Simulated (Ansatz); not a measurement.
# Calculations on SiC

**1. Relaxation**

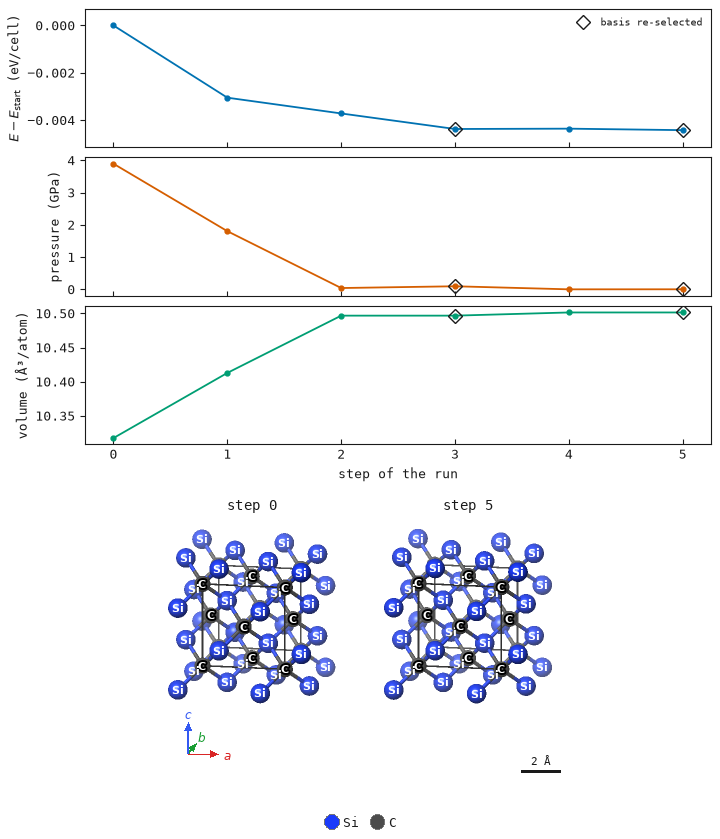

First and last geometry of a relaxation of solid SiC (set up in F-43m), with the history of the run. Style: ball-and-stick. Shown: the conventional cell (4 times the calculation's cell), slightly off an axis. Lengths and directions refer to the drawn axes.

Level of theory: Ansatz, DFT PBE, scalar-relativistic, plane waves, PAW. (plane-wave cutoff 420 eV; k-point mesh 10 × 10 × 10; occupations gaussian; smearing width 0.02 eV; no spin polarisation; cell and atoms relaxed; force threshold 0.005 eV/Å; at most 80 steps)

**What do the curves and the structures tell?**

It converged. The atoms keep their places relative to the cell (all moves are under 0.005 Å). Cell: a = b = c 4.354 → 4.380 Å (+0.6 %). Volume +1.8 %. Among the contacts that change: C–Si 1.885 → 1.896 Å. The space group stays F-43m (No. 216). After 3 accepted moves (5 points after the start) the energy has fallen by 4.4 meV per cell of the calculation. All forces vanish by symmetry, so only the cell relaxes. Pressure: 3.90 GPa at the start and 0.00 GPa at the end. At 2 points the geometry stayed and the basis and grid were re-selected for the new cell (energy shift of 0.7 meV per cell of the calculation at most each time). The run took 2.5 s on 1 thread of AMD EPYC 9R45 96-Core Processor (Zen 5), on a shared host, peak memory 0.35 GiB.

```tsv
step	E − E(0), meV/atom	pressure, GPa	volume, Å³/atom	note
0	0.00	3.90	10.317	
1	-1.52	1.81	10.413	
2	-1.86	0.04	10.497	
3	-2.18	0.10	10.497	same geometry, new basis
4	-2.18	0.00	10.501	
5	-2.21	0.00	10.501	same geometry, new basis
```

**2. A change**

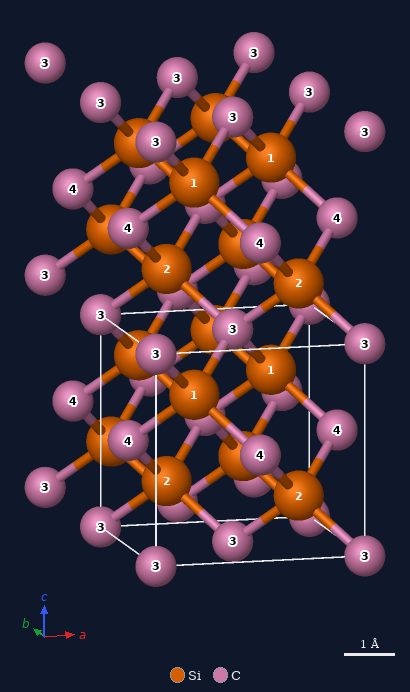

This is solid SiC (set up in F-43m). Style: ball-and-stick. Shown: the conventional cell (2 times the calculation's cell), repeated 1 × 2 × 2 with one cell outlined, slightly off an axis. Lengths and directions refer to the drawn axes.

The calculation used Ansatz 0.2.0, DFT PBE, scalar-relativistic, plane waves, PAW. Set-up: plane-wave cutoff 420 eV; k-point mesh 10 × 10 × 6; occupations gaussian; smearing width 0.02 eV; no spin polarisation.

Now this is done to it. Equal strain along all axes, −2.0 %, is applied. Symmetry leaves the atoms no freedom, so this is a single point.

Input
```yaml
crystal:
  lattice:
    - [2.1460657114, 2.1460657114, 0.0]
    - [-2.1460657114, 2.1460657114, 0.0]
    - [0.0, 0.0, 4.2921314229]
  atoms:
    - { symbol: Si, position: [0.5, 0.0, 0.75] }
    - { symbol: Si, position: [0.0, 0.5, 0.25] }
    - { symbol: C, position: [0.0, 0.0, 0.0] }
    - { symbol: C, position: [0.5, 0.5, 0.5] }
basis:
  ecutwfc: 420
kpoints:
  mp_grid: { grid: [10, 10, 6] }
hamiltonian:
  xc: pbe
scf:
  occupations: { method: gaussian, width: 0.02 }
output:
  forces: true
  stress: true
  eigenvalues: true
```

Command:
```bash
ansatz run input.yaml --threads 1 --pin off --max-ram 2560MiB --backend cpu --events-out ev --progress --plain --runs-dir out
```

Question: What does the calculation give for the changed structure?

Answer: Energy change: +26.6 meV per atom. The pressure goes from 0.0 to 14.5 GPa. All forces vanish by symmetry. Near-neighbour distances before and after: C–Si 1.896 → 1.859 Å. The space group stays F-43m (No. 216).

The changed structure in the same view:

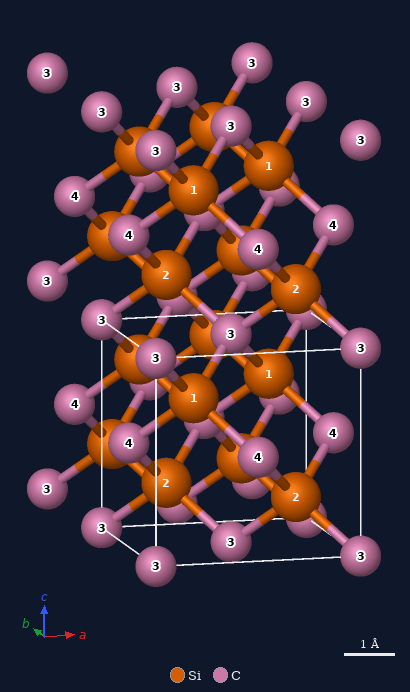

**3. Series**

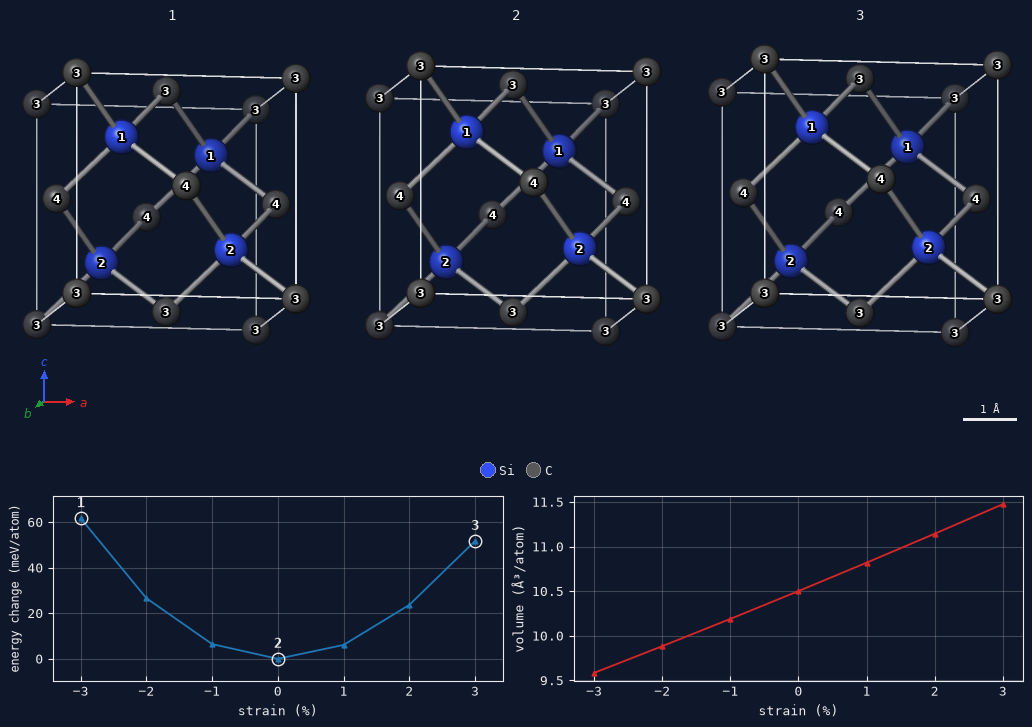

Members of a series of calculations on solid SiC (set up in F-43m), marked on the first curve. A ball-and-stick model of the conventional cell (2 times the calculation's cell), seen from a free direction. Lengths and directions refer to the drawn axes.

The calculation used DFT PBE, scalar-relativistic, plane waves, PAW (Ansatz). (plane-wave cutoff 420 eV; k-point mesh 10 × 10 × 6; occupations gaussian; smearing width 0.02 eV; no spin polarisation)

### Describe the series.

Equal strain along all axes, cell held, atoms relaxed. 1 (strain −3.0 %): energy change 61.7 meV/atom, volume 9.58 Å³ per atom. 2 (strain 0.0 %): energy change 0.0 meV/atom, volume 10.50 Å³ per atom. 3 (strain 3.0 %): energy change 51.7 meV/atom, volume 11.48 Å³ per atom. The rest compares 1 with 3. The volume changes by +19.7 %, with a = b = c 4.248 → 4.511 Å (+6.2 %). Among the bonded contacts that change: C–Si 1.840 → 1.953 Å.
